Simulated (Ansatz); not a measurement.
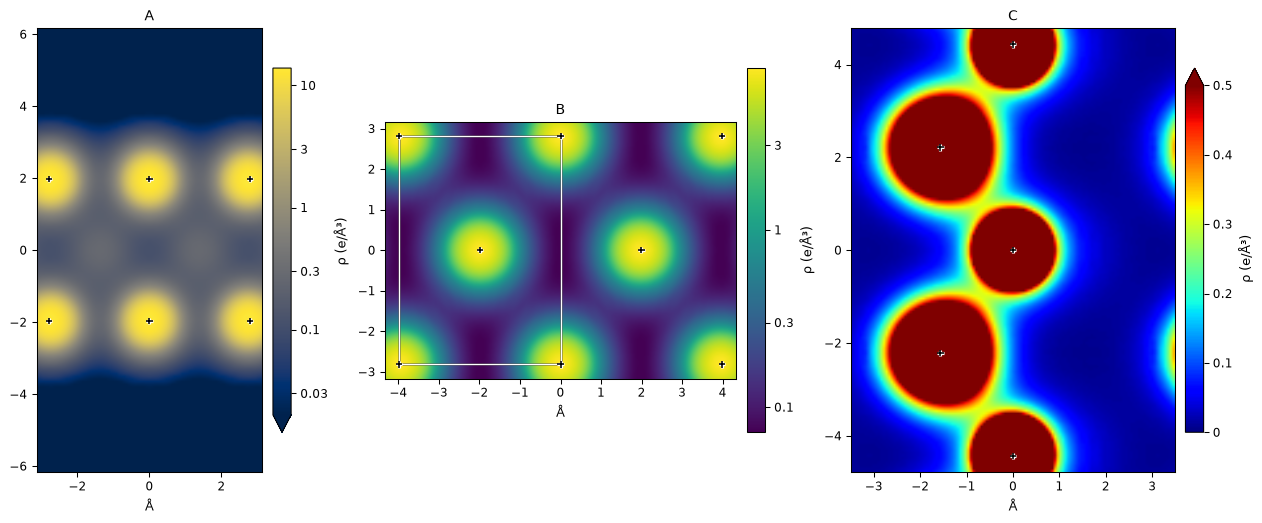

The valence pseudo-density of 3 systems, each on a plane through atoms (crosses mark nuclei in the plane).

Method: Ansatz 0.2.0, DFT PBE, scalar-relativistic, plane waves, PAW.

System 1: Bi, the (011) plane of the conventional cell. Space group Im-3m; a structure from a database of computed crystals, not necessarily the ambient phase; computed without spin polarisation.

```xyz
2
Lattice="3.9836 0.0000 0.0000 0.0000 3.9836 0.0000 0.0000 0.0000 3.9836" Properties=species:S:1:pos:R:3 pbc="T T T"
Bi    0.0000    0.0000    0.0000
Bi    1.9918    1.9918    1.9918
```

System 2: CuI, the (101) plane of the conventional cell. Space group F-43m; changed on purpose from its base cell (volume × 1.10); computed pressure about −3 GPa in this cell; computed without spin polarisation.

```
CELL_PARAMETERS angstrom
6.27421 0.00000 0.00000
0.00000 0.00000 -6.27421
0.00000 6.27421 0.00000
ATOMIC_POSITIONS crystal
Cu 0.25000 0.75000 0.25000
Cu 0.75000 0.75000 0.75000
Cu 0.75000 0.25000 0.25000
Cu 0.25000 0.25000 0.75000
I 0.50000 0.50000 0.00000
I 0.00000 0.50000 0.50000
I 0.00000 0.00000 0.00000
I 0.50000 0.00000 0.50000
```

System 3: Pd (slab), the (100) plane of the calculation cell, a cut from vacuum to vacuum. 

```
Pd
1.0
     2.78768    0.00000    0.00000
     0.00000    2.78768    0.00000
     0.00000    0.00000   18.94238
Pd
3
Direct
  0.50000 0.50000 0.39594
  0.00000 0.00000 0.50000
  0.50000 0.50000 0.60406
```

**Which map belongs to which system?**

Panel A is system 3, Pd: the plane holds Pd. Pd–Pd (2.79 Å): ρ at the midpoint is about 0.27 e/Å³. Panel B is system 1, Bi: the plane holds Bi. Bi–Bi (3.45 Å): ρ at the midpoint is about 0.15 e/Å³. Panel C is system 2, CuI: the plane holds Cu and I. Cu–I (2.72 Å): ρ is about 0.35 e/Å³ halfway, with its minimum of 0.31 e/Å³ about 1.2 Å from Cu.
